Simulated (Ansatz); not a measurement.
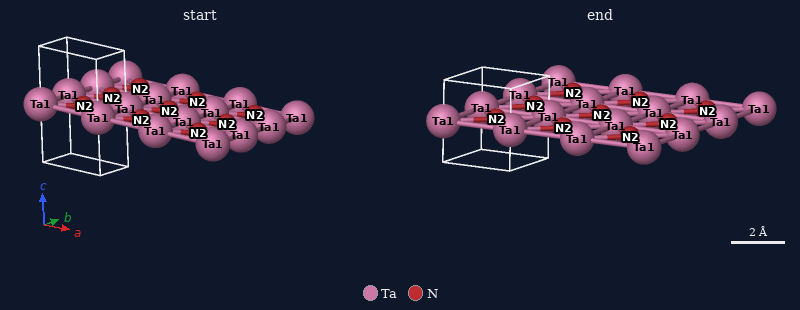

The structure of solid TaN (a generated structure, set up in C2/m) (coarse preliminary run) before (left) and after (right) a relaxation, at one scale.

Style: ball-and-stick. Shown: the cell of the calculation, repeated 3 × 3 × 1 with one cell outlined, slightly off an axis.

Theory: Ansatz 0.2.0, DFT PBE, scalar-relativistic, plane waves, PAW.

Input file:
```yaml
crystal:
  lattice:
    - [1.7050397, -2.14251378, 0.0]
    - [1.7050397, 2.14251378, 0.0]
    - [-0.6473645, 0.0, 4.51169725]
  atoms:
    - { symbol: Ta, position: [0.0, 0.0, 0.5] }
    - { symbol: "N", position: [0.5, 0.5, 0.5] }
basis:
  ecutwfc: 420
kpoints:
  mp_grid: { grid: [6, 6, 4] }
hamiltonian:
  xc: pbe
scf:
  occupations: { method: gaussian, width: 0.1 }
  lower_state_search: "off"
output:
  forces: true
  stress: true
  eigenvalues: true
relax:
  adjacent_minimum: "off"
  f_tol: 0.04
  max_steps: 70
  cell: { stress_tol: 0.4 }
```

Run as
```bash
ansatz run input.yaml --threads 1 --pin off --max-ram 2560MiB --backend cpu --events-out ev --progress --plain --runs-dir out
```

**Describe what moved and what it gained.**

No atom moves by more than 0.005 Å relative to the cell. The volume changes by −14.8 %, with a = b 2.738 → 2.954 Å (+7.9 %), c 4.558 → 3.218 Å (−29.4 %), α 95.1° → 90.0°, β 95.1° → 90.0°, γ 103.0° → 90.0°. Among the contacts that change: Ta1–Ta1 4.558 → 3.218 Å, Ta1–N2 1.705 → 2.088 Å, Ta1–Ta1 (another image) 2.738 → 2.954 Å, Ta1–N2 (another image) 2.143 → 2.090 Å. The space group (tolerance 0.01 Å) goes from C2/m (No. 12) to P4/mmm (No. 123). Over 11 accepted moves (13 points after the start) the energy falls by 2741 meV per atom. All forces vanish by symmetry, so only the cell relaxes. Pressure: 95.40 GPa at the start and 0.10 GPa at the end. The SCF was repeated twice at an unchanged geometry on a basis and grid sized afresh for the cell, which shifted the energy by 27.0 meV per atom at most. The run took 24 s on 1 thread of Arm Neoverse V1 (shared host), peak memory 0.3 GiB.

Limits of the set-up: the k-point mesh is coarse for a cell with partly filled bands; layers or molecules are held without a dispersion correction, so their spacing is unreliable.
